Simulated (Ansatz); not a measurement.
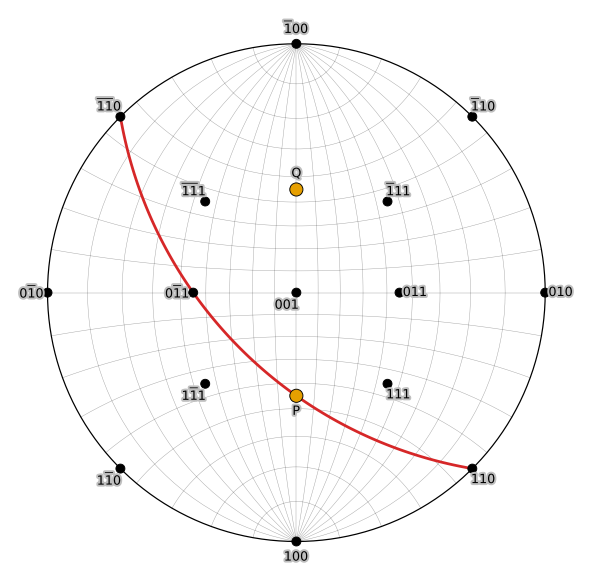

Stereographic projection of plane normals (upper hemisphere) centred on (0 0 1). Crystal: W, the end point of a relaxation with DFT PBE, scalar-relativistic, plane waves, PAW (Ansatz 0.2.0). Symmetry computed with spglib at a tolerance of 0.002 Å; standard conventional cell.

a = 3.183 Å, b = 3.183 Å, c = 3.186 Å, α = 90.00°, β = 90.00°, γ = 90.00°.

**Index the poles marked P, Q.**

P is (1 0 1), 45.0° from the centre; Q is (−1 0 1), 45.0° from the centre.

**Which zone does the coloured great circle trace?**

The zone [1 −1 −1]: its poles satisfy h − k − l = 0.

**What is the angle between the normals of (1 1 1) and (1 −1 0), and what are their d_hkl = 1/|g|?**

90.0°; d = 1.838 Å and 2.251 Å.
